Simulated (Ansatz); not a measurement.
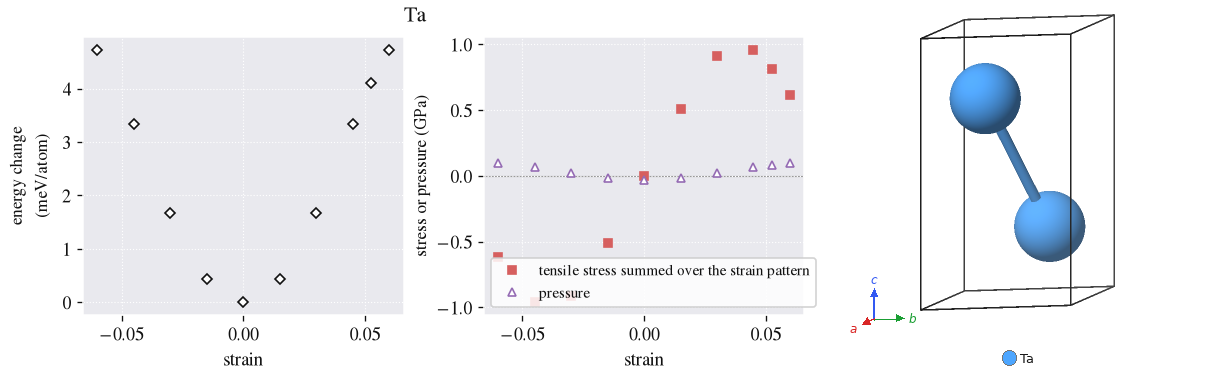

Calculation (Ansatz 0.2.0): homogeneous strain of a crystal along one Voigt pattern with engineering shear, fractional coordinates fixed, by plane-wave density functional theory with PAW datasets, free energies less that of the undisturbed cell, pressure positive in compression; scalar-relativistic. Level: PBEsol, no spin polarisation.

```
       setting                                                          value
   wave cutoff                                                         420 eV
        k mesh                                                       24×24×12
   occupations                                                       Gaussian
smearing width                                                        0.15 eV
       k shift                                         (0, 0, 0) (mesh steps)
         start                                                        relaxed
strain pattern  (0, 0, 0, 0, 0, 1) (xx yy zz yz xz xy with engineering shear)
```

The given structure:
```xyz
2
Lattice="2.8669 0.0000 0.0000 -1.4335 2.4828 0.0000 0.0000 0.0000 5.0914" Properties=species:S:1:pos:R:3 pbc="T T T"
Ta    1.4335    0.8276    3.8186
Ta    0.0000    1.6552    1.2729
```

Energy change, tensile stress summed over the strain pattern and pressure against strain for Ta, space group P6_3/mmc (No. 194). The cell is drawn beside the plot.

The points at strain −0.045, −0.015, 0.03 and 0.06 follow from computed ones by symmetry.

The energy rises on both sides of the starting structure, which is therefore a minimum along this path. The energy change is 4.73 meV/atom at strain −0.0600 and 4.73 meV/atom at 0.0600; the lowest computed point is at strain 0.0000 (0.00 meV/atom). The tensile stress summed over the strain pattern goes from −0.619 GPa at strain −0.0600 to 0.619 GPa at 0.0600, not monotonically, with a low of −0.961 GPa at −0.0450 and a high of 0.961 GPa at 0.0450, and changes sign near 0.000. The pressure goes from 0.096 GPa at strain −0.0600 to 0.096 GPa at 0.0600, not monotonically, with a low of −0.030 GPa at 0.0000, and changes sign near −0.022 and 0.022.
